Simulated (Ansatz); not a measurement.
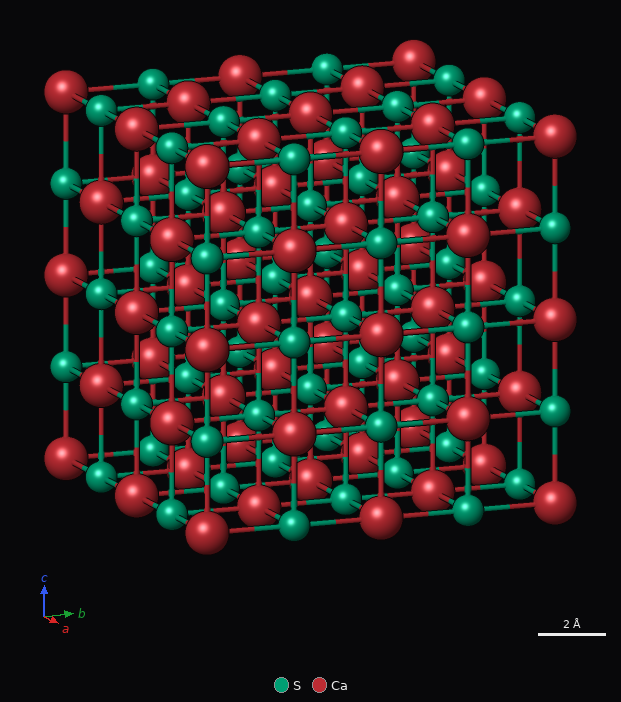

**Figure 1.** The structure (ball-and-stick view of the cell of the calculation, seen slightly off an axis). Near neighbours in the crystal (not all of them lie inside the picture): S has 6 Ca at 2.82 Å; Ca has 6 S at 2.82 Å.

# Single-point calculation of Ca32S32 (part 1 of 2)

Ca32S32 (Fm-3m, 64 atoms in the cell), computed with DFT, HSE06, PAW, plane waves (Ansatz 0.2.0).

The structure was built on a prototype by a generator.

## Output
```
Pseudopotentials: kind: paw
Functional definition: HSE06
  parameter a = 0.25
  parameter omega = 0.11/bohr
  exchange = pbe_x - a*pbe_x_sr(omega) + a*exact_x_sr(omega)
  correlation = pbe_c
Crystal: 64 atoms, lattice volume = 1430.079 Å³
Basis set: ecut = 420 eV, 28017 PW (Γ), exchange–correlation on 160×160×160 points (8 copies of the dense FFT grid, shifted against one another)
Bands: 320, of which v1, the nominal top of the filled ones, is band 256 counted from 1 (255 counted from 0)
Symmetry: 1536 space group operations
Space group: Fm-3m (ITA 225), of the structure as read, at distance tolerance 1.1e-4 Å
k-points: 1
Non-local potential: S, projectors of the file, l = 0: 2, l = 1: 2, l = 2: 2
Non-local potential: Ca, projectors of the file, l = 0: 3, l = 1: 2, l = 2: 2
PAW form: soft (Blöchl's): semilocal exchange-correlation on the pseudo side does not see the compensation charge
PAW frozen core: S, regenerated for the run's functional, and the local potential with it (the file was generated under x = pbe(κ = 0.804, μ = 0.2195149727645171), c = pbe(β = 0.06672455060314922))
PAW frozen core: Ca, regenerated for the run's functional, and the local potential with it (the file was generated under x = pbe(κ = 0.804, μ = 0.2195149727645171), c = pbe(β = 0.06672455060314922))
PAW one-centre angular grid: S, 110 points (default); XC on 64 Gauss nodes
PAW one-centre angular grid: Ca, 110 points (default); XC on 64 Gauss nodes
Initial density: superposition of atomic densities (neutral atoms: chi_scale 0, normalization atom), corrected by the library's trained network
Initial wavefunctions: pseudopotential atomic-orbital guess
Functional: x = pbe(κ = 0.804, μ = 0.2195149727645171), c = pbe(β = 0.06672455060314922), warm-up for x = pbe(κ = 0.804, μ = 0.2195149727645171) + 0.25 (exact − pbe) at short range (hse, ω = 0.20786987370883472 Å⁻¹), c = pbe(β = 0.06672455060314922); HSE06 as pw.x's `hse` composes it (authors' and Libxc's form: `xc: wpbeh`)
SCF iter   1: F=—  HF=-87141.373134 eV  |F-HF|=—  |Δ(HF+E_count)|=         —  Δρ=1.14e-3  dr2=3.33e-2  ethr=1.77e-3  ⟨swp⟩=20.0  Hψ=1901  notcnv=1
preconditioner: auto → none  [insulator: Δε(μ)=2.268 eV  Ē_g=15.643 eV  σ=0.010 eV  W_gap=1.00  n_scr=256 (ndim 8)  ℏωp=20.8 eV  f_vac=0.000  D(μ)=0.00/eV (n_scr^D=0)]
iter 2 solved again at ethr=6.25e-7 eV; its pass at ethr=6.51e-6 eV (dr2=3.20e-3 eV) is discarded
SCF iter   2: F=—  HF=-87141.397184 eV  |F-HF|=—  |Δ(HF+E_count)|=   2.40e-2  Δρ=5.11e-4  dr2=3.19e-3  ethr=6.25e-7  ⟨swp⟩=19.0  Hψ=2173  notcnv=0  defer=9
SCF iter   3: F=-87141.397550 eV  HF=-87141.397098 eV  |F-HF|=4.52e-4  |Δ(HF+E_count)|=   8.59e-5  Δρ=2.10e-4  dr2=3.58e-4  ethr=6.23e-7  ⟨swp⟩=4.0  Hψ=800  notcnv=0  defer=9
SCF 1 stopped early in 3 iterations: F = -87141.397550 eV  dr2 = 3.58e-4
  greatest PAW one-centre occupation: 0.995 electrons in one spin orbital (limit 2), on the Ca atom at site 63 (counted from 0), in its partial waves of l = 0
Initial density: handed on by an earlier stage of this run
Initial wavefunctions: those handed on with the density
Functional: x = pbe(κ = 0.804, μ = 0.2195149727645171) + 0.25 (exact − pbe) at short range (hse, ω = 0.20786987370883472 Å⁻¹), c = pbe(β = 0.06672455060314922); HSE06 as pw.x's `hse` composes it (authors' and Libxc's form: `xc: wpbeh`)
Exchange kernel: α = 0.2500, screened, ω = 0.2079 Å⁻¹, Wigner–Seitz truncation, v(0) = 957.4216 eV·Å³, q-mesh 1×1×1, nearest image of the exchange supercell L = 11.27 Å, pair-density grid 60×60×60, without the augmentation charges, whose exchange is taken in its separable form (sized by the pseudopotential files, 75×75×75 at the most)
Frozen-core exchange: fock
SCF iter   1: F=—  HF=-87191.265058 eV  |F-HF|=—  |Δ(HF+E_count)|=         —  Δρ=3.65e-3  dr2=3.06e-1  ethr=7.00e-7  ⟨swp⟩=16.0  Hψ=1878  notcnv=0
preconditioner: auto → none  [insulator: Δε(μ)=3.374 eV  Ē_g=10.351 eV  σ=0.010 eV  W_gap=1.00  n_scr=256 (ndim 8)  ℏωp=15.7 eV  f_vac=0.000  D(μ)=0.00/eV (n_scr^D=0)]
SCF iter   2: F=—  HF=-87191.136248 eV  |F-HF|=—  |Δ(HF+E_count)|=   1.29e-1  Δρ=1.61e-3  dr2=3.71e-2  ethr=7.00e-7  ⟨swp⟩=5.0  Hψ=1265  notcnv=0
SCF iter   3: F=—  HF=-87191.309292 eV  |F-HF|=—  |Δ(HF+E_count)|=   1.73e-1  Δρ=9.06e-4  dr2=1.62e-2  ethr=7.00e-7  ⟨swp⟩=6.0  Hψ=1208  notcnv=0  defer=9
SCF iter   4: F=—  HF=-87191.302719 eV  |F-HF|=—  |Δ(HF+E_count)|=   6.57e-3  Δρ=2.26e-4  dr2=7.04e-4  ethr=7.00e-7  ⟨swp⟩=7.0  Hψ=1028  notcnv=0
SCF iter   5: F=—  HF=-87191.302627 eV  |F-HF|=—  |Δ(HF+E_count)|=   9.24e-5  Δρ=1.95e-5  dr2=3.33e-4  ethr=9.72e-8  ⟨swp⟩=5.0  Hψ=702  notcnv=0
SCF iter   6: F=—  HF=-87191.307331 eV  |F-HF|=—  |Δ(HF+E_count)|=   4.70e-3  Δρ=1.11e-4  dr2=3.53e-4  ethr=5.97e-10  ⟨swp⟩=8.0  Hψ=1476  notcnv=0  defer=9
SCF iter   7: F=-87191.307263 eV  HF=-87191.307200 eV  |F-HF|=6.31e-5  |Δ(HF+E_count)|=   1.31e-4  Δρ=3.72e-5  dr2=3.15e-5  ethr=5.97e-10  ⟨swp⟩=6.0  Hψ=1250  notcnv=0
SCF 2 stopped early in 7 iterations: F = -87191.307263 eV  dr2 = 3.15e-5
  greatest PAW one-centre occupation: 0.996 electrons in one spin orbital (limit 2), on the Ca atom at site 63 (counted from 0), in its partial waves of l = 0
hybrid outer 1: dexx = +2.140e-1 eV, tail = 1.53e-4 eV
SCF iter   1: F=—  HF=-87191.306591 eV  |F-HF|=—  |Δ(HF+E_count)|=         —  Δρ=9.15e-6  dr2=2.02e-6  ethr=1.49e-7  ⟨swp⟩=11.0  Hψ=847  notcnv=0
preconditioner: auto → none  [insulator: Δε(μ)=3.314 eV  Ē_g=10.266 eV  σ=0.010 eV  W_gap=1.00  n_scr=256 (ndim 8)  ℏωp=15.7 eV  f_vac=0.000  D(μ)=0.00/eV (n_scr^D=0)]
SCF iter   2: F=—  HF=-87191.306599 eV  |F-HF|=—  |Δ(HF+E_count)|=   8.55e-6  Δρ=1.21e-5  dr2=3.81e-6  ethr=2.45e-10  ⟨swp⟩=6.0  Hψ=1085  notcnv=0  defer=9
SCF iter   3: F=—  HF=-87191.306598 eV  |F-HF|=—  |Δ(HF+E_count)|=   1.55e-6  Δρ=1.67e-6  dr2=1.13e-7  ethr=2.45e-10  ⟨swp⟩=6.0  Hψ=784  notcnv=0  defer=4
SCF iter   4: F=-87191.306598 eV  HF=-87191.306598 eV  |F-HF|=1.58e-8  |Δ(HF+E_count)|=   5.50e-7  Δρ=8.83e-7  dr2=2.07e-8  ethr=3.34e-12  ⟨swp⟩=6.0  Hψ=1100  notcnv=0  defer=9
SCF 3 converged in 4 iterations: F = -87191.306598 eV  dr2 = 2.07e-8
  Residual-converged pass: ⟨swp⟩=2.0  Hψ=409  notcnv=0  max |occ|·‖R‖ = 6.5e-6 eV (tolerance 6.7e-6 eV)  dr2=2.23e-8  dr2_onsite=3.26e-10  max |Δocc| = 0.0e0
```

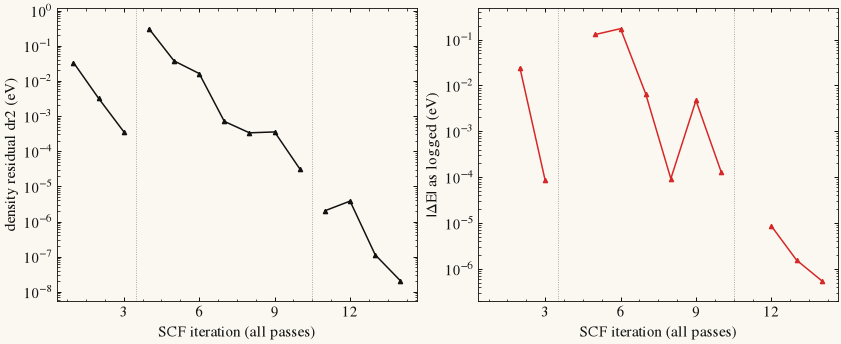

**Figure 2.** Convergence of the self-consistent field: density residual dr2 and size of the energy change against the SCF iteration. The run starts with a semilocal functional; after that each stretch between dotted lines is one SCF of the hybrid functional between two exact rebuilds of the exchange operator by the outer loop. Early passes are stopped at a loose threshold. The passes take 3, 7 and 4 iterations.

```
hybrid outer 2: dexx = +8.099e-6 eV, tail = 4.74e-8 eV, Δε = 1.01e-3 eV (about 2.05e-5 eV left of the loop's levels)
NSCF: frozen V_eff on 1 k-points
hybrid SCF converged: 2 outer / 11 inner (+3 warm-up), last move |dexx| = 8.10e-6 eV, tail = 4.74e-8 eV
Stability not checked: this state was not tested for a lower state beside it, because the functional holds exact exchange (a hybrid, or Hartree-Fock), whose exchange loop this test does not read (fock_operator; see scf.lower_state_search)
Free energy (F): -87191.306599 eV
Harris-Foulkes:  -87191.306599 eV  (|F-HF|=1.58e-8)
Internal energy: -87191.306599 eV  (E = F + TS)
E sigma→0 (E₀):  -87191.306599 eV
Fermi energy:    7.353584 eV
--- Per-component energies (eV) ---
  E_band       = -5022.503915
  E_kinetic    = 12398.804500
  E_local      = -25830.716356  (includes V_loc(G=0)·N_el)
  E_nonlocal   = 2919.828285
  E_hartree    = 8473.486764
  E_xc         = -6058.221416
  E_vxc        = -6661.430408  (∫ρ·V_xc dr)
  E_exx        = -1288.791844  (= α·E_x^exact, valence–valence)
  E_paw        = -46947.171957  (= ΣΔE_a)
  E_vpaw       = -2218.381434  (= ΣTr[D̂ρ^β])
  E_aug_tail   = -0.000159  (compensation charges beyond the density's cutoff)
  E_ewald      = -30850.666071
  E_core_change = -7.858363  (= ΣΔE_core)
  E_smearing   = -0.000000  (= −TS)
  E_closure    = 0.000019  (closes the sum)
  Σ components = -87191.306599   (vs F -87191.306599, Δ=0.00e0)
--- Forces (eV/Å), atoms counted from 1 ---
  atom   1  S     -0.00000000     0.00000000    -0.00000000
  atom   2  S     -0.00000000     0.00000000    -0.00000000
  atom   3  S     -0.00000000     0.00000000    -0.00000000
  atom   4  S     -0.00000000     0.00000000    -0.00000000
  atom   5  S     -0.00000000     0.00000000     0.00000000
  atom   6  S     -0.00000000     0.00000000     0.00000000
  atom   7  S     -0.00000000     0.00000000     0.00000000
  atom   8  S     -0.00000000     0.00000000     0.00000000
  atom   9  S     -0.00000000     0.00000000    -0.00000000
  atom  10  S     -0.00000000     0.00000000    -0.00000000
  atom  11  S     -0.00000000     0.00000000     0.00000000
  atom  12  S     -0.00000000     0.00000000     0.00000000
  atom  13  S     -0.00000000     0.00000000    -0.00000000
  atom  14  S      0.00000000     0.00000000    -0.00000000
  atom  15  S      0.00000000     0.00000000     0.00000000
  atom  16  S      0.00000000     0.00000000    -0.00000000
  atom  17  S     -0.00000000     0.00000000    -0.00000000
  atom  18  S     -0.00000000     0.00000000    -0.00000000
  atom  19  S      0.00000000     0.00000000     0.00000000
  atom  20  S     -0.00000000     0.00000000    -0.00000000
  atom  21  S      0.00000000     0.00000000    -0.00000000
  atom  22  S     -0.00000000     0.00000000    -0.00000000
  atom  23  S     -0.00000000     0.00000000    -0.00000000
  atom  24  S     -0.00000000     0.00000000    -0.00000000
  atom  25  S     -0.00000000     0.00000000    -0.00000000
  atom  26  S     -0.00000000     0.00000000    -0.00000000
  atom  27  S      0.00000000     0.00000000     0.00000000
  atom  28  S     -0.00000000     0.00000000    -0.00000000
  atom  29  S     -0.00000000     0.00000000     0.00000000
  atom  30  S     -0.00000000     0.00000000     0.00000000
  atom  31  S     -0.00000000     0.00000000     0.00000000
  atom  32  S     -0.00000000     0.00000000     0.00000000
  atom  33  Ca    -0.00000000     0.00000000    -0.00000000
  atom  34  Ca    -0.00000000     0.00000000    -0.00000000
  atom  35  Ca    -0.00000000    -0.00000000     0.00000000
  atom  36  Ca    -0.00000000     0.00000000     0.00000000
  atom  37  Ca    -0.00000000     0.00000000    -0.00000000
  atom  38  Ca    -0.00000000     0.00000000    -0.00000000
  atom  39  Ca     0.00000000    -0.00000000     0.00000000
  atom  40  Ca     0.00000000     0.00000000     0.00000000
  atom  41  Ca    -0.00000000     0.00000000     0.00000000
  atom  42  Ca    -0.00000000     0.00000000     0.00000000
  atom  43  Ca    -0.00000000     0.00000000     0.00000000
  atom  44  Ca     0.00000000     0.00000000     0.00000000
  atom  45  Ca    -0.00000000     0.00000000    -0.00000000
  atom  46  Ca     0.00000000     0.00000000     0.00000000
  atom  47  Ca    -0.00000000     0.00000000     0.00000000
  atom  48  Ca    -0.00000000     0.00000000     0.00000000
  atom  49  Ca    -0.00000000     0.00000000     0.00000000
  atom  50  Ca    -0.00000000     0.00000000     0.00000000
  atom  51  Ca    -0.00000000    -0.00000000     0.00000000
  atom  52  Ca    -0.00000000    -0.00000000    -0.00000000
  atom  53  Ca    -0.00000000    -0.00000000    -0.00000000
  atom  54  Ca    -0.00000000    -0.00000000    -0.00000000
  atom  55  Ca    -0.00000000     0.00000000    -0.00000000
  atom  56  Ca     0.00000000    -0.00000000    -0.00000000
  atom  57  Ca    -0.00000000    -0.00000000     0.00000000
  atom  58  Ca    -0.00000000     0.00000000     0.00000000
  atom  59  Ca    -0.00000000     0.00000000     0.00000000
```
